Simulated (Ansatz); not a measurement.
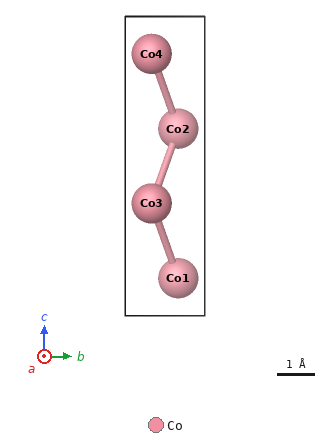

*The structure (ball-and-stick view of the cell of the calculation, along the a axis; atoms are numbered from 1 in the order of the input).*

# Single-point calculation, with input and output: Co

System: Co (4 atoms in the cell).
Method: DFT, PBE, PAW, plane waves, scalar-relativistic (Ansatz 0.2.0).

The structure derives from an entry of the Crystallography Open Database. It belongs to a series of runs on one base structure; here: parallel moments along z. Figures and captions count atoms from 1; the log counts them from 0 in places.

Output:
```
Engine: ansatz 0.2.0, aarch64-unknown-linux-gnu
Pseudopotentials: kind: paw
Pseudopotential: Co, paw, valence charge 17, recommended cutoff 420 eV (normal), Co.paw.azcp
Functional definition: PBE
  parameter kappa = 0.804
  parameter beta = 0.06672455060314922
  exchange = pbe_x(kappa = kappa, mu = beta*pi^2/3)
  correlation = pbe_c(beta = beta)
Crystal: 4 atoms, lattice volume = 44.294 Å³
Basis set: ecut = 420 eV, 873 PW (Γ), exchange–correlation on 36×36×120 points (8 copies of the dense FFT grid, shifted against one another)
Bands: 82, of which v1, the nominal top of the filled ones, is band 68 counted from 1 (67 counted from 0)
Symmetry: 48 space group operations + 48 with time reversal
Moments: of one size on atoms that these operations exchange, one fixing the others by the rotation that the starting moments gave each, and all in one plane where the starting moments lie in one or along one axis (crystal.symmetry.detect: false holds none)
k-points: 20 of 128
Non-local potential: Co, projectors of the file, l = 0: 3, l = 1: 2, l = 2: 3, l = 3: 1
PAW form: soft (Blöchl's): semilocal exchange-correlation on the pseudo side does not see the compensation charge
PAW one-centre angular grid: Co, 590 points (default); XC on 64 Gauss nodes
Initial density: superposition of atomic densities (chi_scale 0.1, normalization cell)
Starting moments: Σ|m| = 12 μB on 4 of 4 sites
Initial wavefunctions: pseudopotential atomic-orbital guess
Functional: x = pbe(κ = 0.804, μ = 0.2195149727645171), c = pbe(β = 0.06672455060314922)
iter 1 solved again at ethr=8.40e-4 eV; its pass at ethr=3.10e-3 eV (dr2=5.71e-1 eV) is discarded
SCF iter   1: F=—  HF=-20503.195277 eV  |F-HF|=—  |Δ(HF+E_count)|=         —  Δρ=2.15e-1  dr2=5.73e-1  dr2_m=4.68e0  ethr=8.40e-4  |M|=7.31e0 ∫|m|=7.63e0 μB  |m|>n=0.0e0 m-floor=0.0e0 τ_xc=0.0e0  β_m=0.30  ⟨swp⟩=1.4  Hψ=6601  notcnv=0
preconditioner: auto → Kerker (q_TF=auto, 2.930 Å⁻¹)  [metal: Δε(μ)=0.040 eV  Ē_g=5.511 eV  σ=0.050 eV  W_gap=0.19  n_scr=12 (ndim 8)  ℏωp=33.5 eV  f_vac=0.000  D(μ)=3.63/eV (n_scr^D=50)]
spin=Noncollinear: Kerker preconditioning applied to the charge; magnetization (m_x, m_y, m_z) channels mix plain (no charge-response kernel on spin).
SCF iter   2: F=—  HF=-20503.835843 eV  |F-HF|=—  |Δ(HF+E_count)|=   6.41e-1  Δρ=1.58e-1  dr2=8.84e-2  dr2_m=2.55e0  ethr=8.40e-4  |M|=7.14e0 ∫|m|=7.56e0 μB  |m|>n=0.0e0 m-floor=0.0e0 τ_xc=0.0e0  β_m=0.30  ⟨swp⟩=2.7  Hψ=2557  notcnv=0
SCF iter   3: F=—  HF=-20504.177371 eV  |F-HF|=—  |Δ(HF+E_count)|=   3.42e-1  Δρ=1.12e-1  dr2=1.25e-2  dr2_m=1.28e0  ethr=1.30e-4  |M|=7.11e0 ∫|m|=7.57e0 μB  |m|>n=0.0e0 m-floor=0.0e0 τ_xc=0.0e0  β_m=0.30  ⟨swp⟩=2.7  Hψ=3188  notcnv=0  defer=26
SCF iter   4: F=—  HF=-20504.382445 eV  |F-HF|=—  |Δ(HF+E_count)|=   2.05e-1  Δρ=8.53e-2  dr2=1.84e-2  dr2_m=7.38e-1  ethr=1.83e-5  |M|=6.99e0 ∫|m|=7.50e0 μB  |m|>n=0.0e0 m-floor=0.0e0 τ_xc=0.0e0  β_m=0.30  ⟨swp⟩=2.0  Hψ=3228  notcnv=0  defer=26
SCF iter   5: F=—  HF=-20504.482579 eV  |F-HF|=—  |Δ(HF+E_count)|=   1.00e-1  Δρ=6.63e-2  dr2=7.95e-3  dr2_m=4.46e-1  ethr=1.83e-5  |M|=6.88e0 ∫|m|=7.44e0 μB  |m|>n=0.0e0 m-floor=0.0e0 τ_xc=0.0e0  β_m=0.30  ⟨swp⟩=2.4  Hψ=2634  notcnv=0  defer=26
SCF iter   6: F=—  HF=-20504.541069 eV  |F-HF|=—  |Δ(HF+E_count)|=   5.85e-2  Δρ=5.28e-2  dr2=5.11e-3  dr2_m=2.83e-1  ethr=1.17e-5  |M|=6.78e0 ∫|m|=7.38e0 μB  |m|>n=0.0e0 m-floor=0.0e0 τ_xc=0.0e0  β_m=0.30  ⟨swp⟩=1.1  Hψ=1876  notcnv=0  defer=24
SCF iter   7: F=—  HF=-20504.580018 eV  |F-HF|=—  |Δ(HF+E_count)|=   3.89e-2  Δρ=4.29e-2  dr2=1.70e-2  dr2_m=1.87e-1  ethr=7.52e-6  |M|=6.68e0 ∫|m|=7.31e0 μB  |m|>n=0.0e0 m-floor=0.0e0 τ_xc=0.0e0  β_m=0.30  ⟨swp⟩=2.5  Hψ=2901  notcnv=0  defer=24
Mixer restart at iter 7: flushing history
spin-set hold released at iteration 7 (site moments contracting): the magnetisation degrees of freedom join the quasi-Newton model from the next iteration; the mixer history was flushed
SCF iter   8: F=—  HF=-20504.598558 eV  |F-HF|=—  |Δ(HF+E_count)|=   1.85e-2  Δρ=3.45e-2  dr2=8.54e-3  dr2_m=1.21e-1  ethr=7.52e-6  |M|=6.61e0 ∫|m|=7.27e0 μB  |m|>n=0.0e0 m-floor=0.0e0 τ_xc=0.0e0  β_m=0.57  ⟨swp⟩=1.9  Hψ=2737  notcnv=0  defer=24
SCF iter   9: F=—  HF=-20504.624859 eV  |F-HF|=—  |Δ(HF+E_count)|=   2.63e-2  Δρ=3.44e-3  dr2=2.90e-4  dr2_m=1.20e-3  ethr=7.52e-6  |M|=6.44e0 ∫|m|=7.14e0 μB  |m|>n=0.0e0 m-floor=0.0e0 τ_xc=0.0e0  β_m=0.69  ⟨swp⟩=2.0  Hψ=3235  notcnv=0  defer=24
SCF iter  10: F=—  HF=-20504.625364 eV  |F-HF|=—  |Δ(HF+E_count)|=   5.04e-4  Δρ=2.68e-3  dr2=1.50e-3  dr2_m=4.02e-5  ethr=4.26e-7  |M|=6.43e0 ∫|m|=7.13e0 μB  |m|>n=0.0e0 m-floor=0.0e0 τ_xc=0.0e0  β_m=0.63  ⟨swp⟩=2.0  Hψ=3289  notcnv=0  defer=24
SCF iter  11: F=—  HF=-20504.625136 eV  |F-HF|=—  |Δ(HF+E_count)|=   2.28e-4  Δρ=7.45e-4  dr2=7.91e-6  dr2_m=5.64e-5  ethr=4.26e-7  |M|=6.43e0 ∫|m|=7.13e0 μB  |m|>n=0.0e0 m-floor=0.0e0 τ_xc=0.0e0  β_m=0.81  ⟨swp⟩=2.0  Hψ=2995  notcnv=0  defer=24
SCF iter  12: F=—  HF=-20504.625170 eV  |F-HF|=—  |Δ(HF+E_count)|=   3.47e-5  Δρ=1.13e-4  dr2=1.37e-6  dr2_m=4.03e-7  ethr=1.16e-8  |M|=6.43e0 ∫|m|=7.12e0 μB  |m|>n=0.0e0 m-floor=0.0e0 τ_xc=0.0e0  β_m=0.86  ⟨swp⟩=2.0  Hψ=2989  notcnv=0  defer=24
SCF iter  13: F=—  HF=-20504.625174 eV  |F-HF|=—  |Δ(HF+E_count)|=   3.88e-6  Δρ=8.79e-5  dr2=1.71e-6  dr2_m=9.17e-8  ethr=2.02e-9  |M|=6.43e0 ∫|m|=7.12e0 μB  |m|>n=0.0e0 m-floor=0.0e0 τ_xc=0.0e0  β_m=0.93  ⟨swp⟩=2.0  Hψ=2991  notcnv=0  defer=24
SCF iter  14: F=-20504.625174 eV  HF=-20504.625174 eV  |F-HF|=4.30e-9  |Δ(HF+E_count)|=   1.38e-8  Δρ=1.53e-5  dr2=1.99e-8  dr2_m=2.37e-8  ethr=1.47e-10  |M|=6.43e0 ∫|m|=7.12e0 μB  |m|>n=0.0e0 m-floor=0.0e0 τ_xc=0.0e0  ⟨swp⟩=8.9  Hψ=10963  notcnv=0
SCF 1 converged in 14 iterations: F = -20504.625174 eV  dr2 = 1.99e-8
  greatest PAW one-centre occupation: 1.000 electrons in one spin orbital (limit 2), on the Co atom at site 3 (counted from 0), in its partial waves of l = 0
```

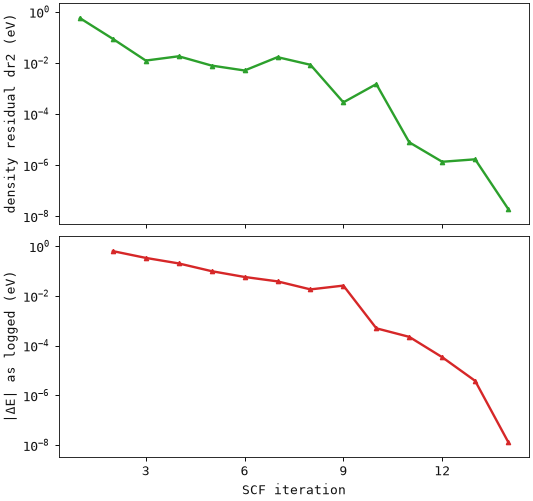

*Convergence of the self-consistent field: density residual dr2 and size of the energy change against the SCF iteration.*

The residual falls unevenly and jumps up by a factor of two or more 2 times on the way down.

```
SCF converged after 14 iterations
Stability not checked: this state was not tested for a lower state beside it, because this non-collinear magnet's GGA is evaluated by the locally collinear projection, under which the energy is not smooth in the magnetisation (locally_collinear_gga; see scf.lower_state_search)
Magnetization: |M| = 6.4283 μB,  M = (+0.0000, +0.0000, +6.4283) μB
Absolute magnetization: 7.1248 μB (∫|m|, with the PAW one-centre terms)
Moment direction: held on its axis by an average over the rotations of spin about it
  site 0: m = (+0.0000, +0.0000, +1.6865) μB, |m| = 1.6865 μB  (R = 1.03 Å)
  site 1: m = (+0.0000, +0.0000, +1.6865) μB, |m| = 1.6865 μB  (R = 1.03 Å)
  site 2: m = (+0.0000, +0.0000, +1.6865) μB, |m| = 1.6865 μB  (R = 1.03 Å)
  site 3: m = (+0.0000, +0.0000, +1.6865) μB, |m| = 1.6865 μB  (R = 1.03 Å)
Free energy (F): -20504.625174 eV
Harris-Foulkes:  -20504.625174 eV  (|F-HF|=4.30e-9)
Internal energy: -20504.597876 eV  (E = F + TS)
E sigma→0 (E₀):  -20504.611525 eV
Entropy (-TS):   -0.027298 eV (-6.824 meV/atom)
Fermi energy:    18.277895 eV
--- Per-component energies (eV) ---
  E_band       = -1004.036986
  E_kinetic    = 1812.184302
  E_local      = -11447.348143  (includes V_loc(G=0)·N_el)
  E_nonlocal   = 1817.064456
  E_hartree    = 4793.797866
  E_xc         = -635.092133
  E_vxc        = -819.478950  (∫ρ·V_xc dr)
  E_paw        = -6060.649008  (= ΣΔE_a)
  E_vpaw       = -1954.046674  (= ΣTr[D̂ρ^β])
  E_aug_tail   = 0.000318  (compensation charges beyond the density's cutoff)
  E_ewald      = -10784.555534
  E_smearing   = -0.027298  (= −TS)
  E_closure    = -0.000000  (closes the sum)
  Σ components = -20504.625174   (vs F -20504.625174, Δ=0.00e0)
--- Forces (eV/Å), atoms counted from 1 ---
  atom   1  Co    -0.00000000     0.00000000     0.00000000
  atom   2  Co     0.00000000     0.00000000     0.00000000
  atom   3  Co     0.00000000    -0.00000000     0.00000000
  atom   4  Co     0.00000000    -0.00000000     0.00000000
  max |Σ_I F_I| component: 1.39e-17 eV/Å
--- Stress (GPa, compression-positive) ---
       -3.601533      -0.000000       0.000000
       -0.000000      -3.601533       0.000000
        0.000000       0.000000      -5.904716
  P = ⅓ Tr σ = -4.3693 GPa (-43.693 kbar)
--- Band table (eV; the first three rows and the last of 20) ---
  k-point 0: bands = ["-77.7979", "-77.7724", "-77.7724", "-77.7465", "-75.7364", "-75.7094", "-75.7094", "-75.6818", "-41.1893", "-41.0385", "-41.0385", "-40.9206", "-40.9206", "-40.8987", "-40.8987", "-40.8987", "-40.8987", "-40.8854", "-40.8767", "-40.8767", "-39.1898", "-39.0260", "-39.0260", "-38.9012", "-38.9012", "-38.8777", "-38.8777", "-38.8777", "-38.8777", "-38.8592", "-38.8540", "-38.8540", "9.3127", "9.3427", "11.5525", "11.5525", "11.5977", "11.5977", "13.1500", "14.0896", "15.3324", "15.3324", "15.6206", "15.6206", "15.6206", "15.6206", "15.6310", "15.6832", "15.6832", "15.9846", "15.9846", "16.3413", "16.3413", "16.7375", "16.7375", "17.1023", "17.1023", "17.1023", "17.1023", "17.2728", "17.2728", "17.2728", "17.2728", "17.2887", "17.3356", "17.3356", "17.4079", "17.4079", "17.6915", "17.6915", "17.9554", "18.0426", "18.1083", "18.1083", "18.9639", "18.9639", "18.9639", "18.9639", "19.2958", "19.2958", "24.3150", "25.3588"]
  k-point 1: bands = ["-77.7905", "-77.7905", "-77.7541", "-77.7541", "-75.7286", "-75.7286", "-75.6899", "-75.6899", "-41.1454", "-41.1454", "-40.9305", "-40.9305", "-40.9142", "-40.9142", "-40.9142", "-40.9142", "-40.8832", "-40.8832", "-40.8832", "-40.8832", "-39.1421", "-39.1421", "-38.9084", "-38.9084", "-38.8944", "-38.8944", "-38.8944", "-38.8944", "-38.8610", "-38.8610", "-38.8610", "-38.8610", "9.9261", "9.9261", "9.9511", "9.9511", "12.9262", "12.9262", "13.4829", "13.4829", "15.4887", "15.4887", "15.5862", "15.5862", "15.5862", "15.5862", "15.8409", "15.8409", "15.8409", "15.8409", "16.3486", "16.3486", "16.6450", "16.6450", "16.6450", "16.6450", "16.9885", "16.9885", "17.0969", "17.0969", "17.2312", "17.2312", "17.2312", "17.2312", "17.3594", "17.3594", "17.3594", "17.3594", "17.5253", "17.5253", "17.5253", "17.5253", "18.4478", "18.4478", "18.4478", "18.4478", "19.2481", "19.2481", "19.2481", "19.2481", "27.3180", "27.3180"]
  k-point 2: bands = ["-77.7915", "-77.7676", "-77.7676", "-77.7435", "-75.7296", "-75.7042", "-75.7042", "-75.6787", "-41.1746", "-41.0436", "-41.0436", "-40.9528", "-40.9310", "-40.9219", "-40.9219", "-40.9101", "-40.9067", "-40.9067", "-40.8916", "-40.8822", "-39.1737", "-39.0318", "-39.0318", "-38.9363", "-38.9125", "-38.9025", "-38.9025", "-38.8904", "-38.8863", "-38.8863", "-38.8658", "-38.8600", "9.8518", "9.8780", "12.0033", "12.0033", "12.0643", "12.0643", "13.4590", "14.4474", "15.0810", "15.0810", "15.3149", "15.6086", "15.6086", "15.8169", "15.8169", "15.8343", "15.8701", "15.9293", "15.9894", "16.1955", "16.2021", "16.4037", "16.5508", "16.5508", "16.8876", "16.9220", "17.0811", "17.0811", "17.1898", "17.1898", "17.2941", "17.2941", "17.4660", "17.4877", "17.4877", "17.5006", "17.6082", "17.6866", "17.9325", "17.9371", "17.9677", "18.9377", "18.9377", "19.1008", "19.1008", "19.3652", "19.8874", "20.8044", "24.4157", "25.4045"]
  k-point 19: bands = ["-77.7390", "-77.7390", "-77.7341", "-77.7341", "-75.6739", "-75.6739", "-75.6687", "-75.6687", "-41.1214", "-41.1214", "-41.0981", "-41.0981", "-41.0620", "-41.0620", "-41.0077", "-41.0077", "-40.9747", "-40.9747", "-40.9514", "-40.9514", "-39.1189", "-39.1189", "-39.0935", "-39.0935", "-39.0542", "-39.0542", "-38.9954", "-38.9954", "-38.9572", "-38.9572", "-38.9317", "-38.9317", "13.9294", "13.9294", "14.4196", "14.4196", "14.5297", "14.5297", "14.5858", "14.5858", "15.0677", "15.0677", "15.3020", "15.3020", "15.5158", "15.5158", "15.6175", "15.6175", "15.7049", "15.7049", "15.7639", "15.7639", "16.2868", "16.2868", "16.7348", "16.7348", "16.9187", "16.9187", "16.9838", "16.9838", "17.2978", "17.2978", "17.5152", "17.5152", "17.9094", "17.9094", "18.8065", "18.8065", "19.1616", "19.1616", "19.4123", "19.4123", "22.0156", "22.0156", "22.6866", "22.6866", "22.8651", "22.8651", "23.5177", "23.5177", "25.8278", "25.8278"]
```

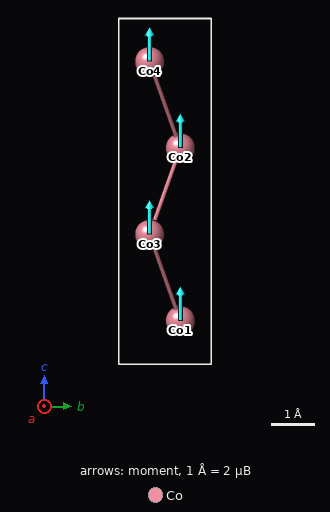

*Magnetic moments of the sites as teal arrows (ball-and-stick view of the cell of the calculation, along the a axis; atoms are numbered from 1 in the order of the input); small moments hardly show.*

Site moments: all 4 Co atoms (1.69 μB). They are counted near the atoms and needn't add up to the moment of the cell.

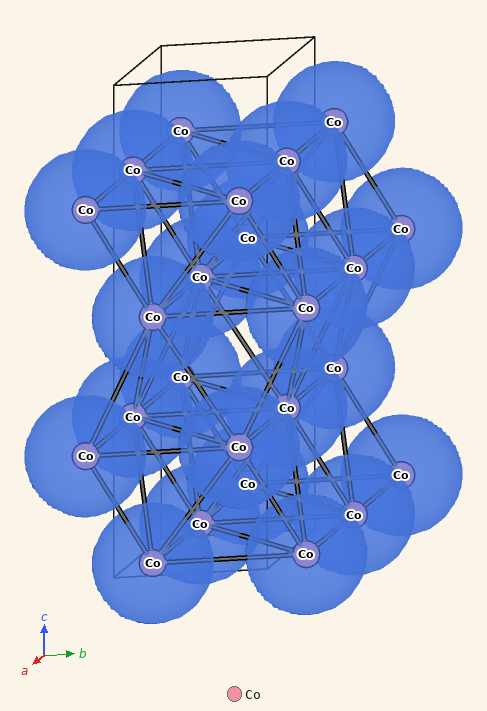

*Isosurface of the valence electron density at 0.5 e/Å³ (blue), seen slightly off an axis. Sticks mark near contacts. The outline is the calculation cell.*

At this value the density breaks into separate islands; it holds about 85 % of the electrons treated as valence (semicore included). It is pinched off along the Co–Co (2.50 Å) contacts. On the grid the lowest density along these lines, outside the cores, is 0.33 e/Å³ (Co–Co, 2.50 Å). In a PAW calculation such maps are meaningful between the atoms, not at the nuclei.

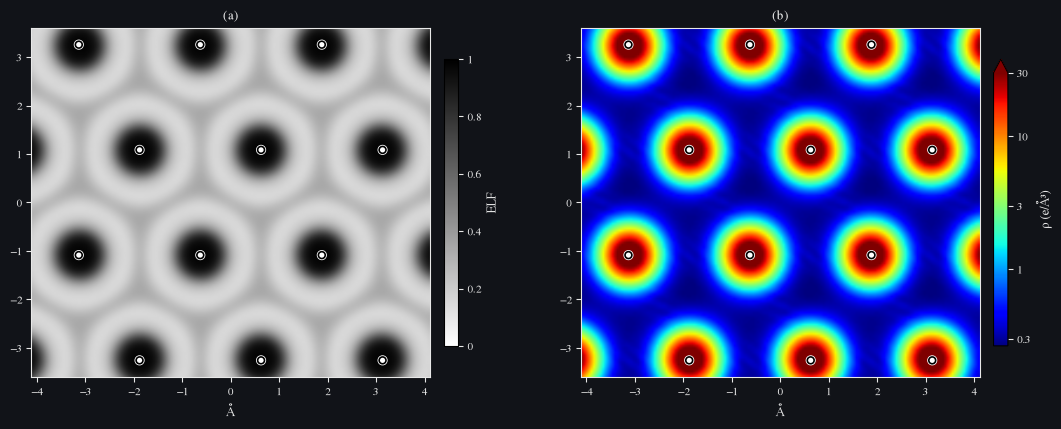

*(a) electron localisation function; (b) valence pseudo-density on the (001) plane of the calculation cell. Circles mark the nuclei in the plane (Co).*

Atoms in the plane: Co. Co–Co (2.51 Å): the density is about 0.35 e/Å³ at the midpoint; the ELF is about 0.25 at the midpoint (no localised pair between them). Away from the nuclei the density in this plane falls to 0.27 e/Å³ at its lowest. The strong features right at Co lie inside the PAW spheres (semicore, d or f shells) and say nothing about bonding.

This output came from the following input.

Input file:
```yaml
crystal:
  lattice:
    - [2.50709901, 0.0, 0.0]
    - [-1.2535495, 2.17121143, 0.0]
    - [0.0, 0.0, 8.1372]
  atoms:
    - { symbol: Co, position: [0.3333333, 0.6666667, 0.125], spin: 3.0, spin_axis: [0.0, 0.0, 3.0] }
    - { symbol: Co, position: [0.3333333, 0.6666667, 0.625], spin: 3.0, spin_axis: [0.0, 0.0, 3.0] }
    - { symbol: Co, position: [0.6666667, 0.3333333, 0.375], spin: 3.0, spin_axis: [0.0, 0.0, 3.0] }
    - { symbol: Co, position: [0.6666667, 0.3333333, 0.875], spin: 3.0, spin_axis: [0.0, 0.0, 3.0] }
hamiltonian:
  xc: pbe
  pseudopotentials: { kind: paw }
  noncollinear_xc: multicollinear
basis:
  ecutwfc: 420
kpoints:
  mp_grid: { grid: [8, 8, 2] }
scf:
  occupations: { method: fermi_dirac, width: 0.05 }
  lower_state_search: "off"
  max_iter: 150
output:
  forces: true
  stress: true
  write_density: true
  write_potential: true
  elf: true
  volumetric_format: npy
magnetization:
  noncollinear: true
```

Launched with:
```bash
ansatz run input.yaml --threads 4 --pin off --max-ram 9216MiB --backend cpu --events-out ev --progress --plain --runs-dir out
```

Summary:

| quantity | value |
| --- | --- |
| outcome | converged |
| space group (tolerance 0.01 Å) | P6₃/mmc (194) |
| electrons treated | 68 |
| free energy | −20504.6252 eV |
| Fermi energy | 18.278 eV |
| net moment of the cell | 6.43 μB |
| integrated absolute moment | 7.12 μB |
| pressure | −4.37 GPa |
| largest force (length of the vector) | under 0.001 eV/Å |
| hardware | 4 threads of Arm Neoverse V1, 24 GiB of memory available, shared host |
| wall time | 9.6 s (CPU time 37 s) |
| peak memory | 0.5 GiB |
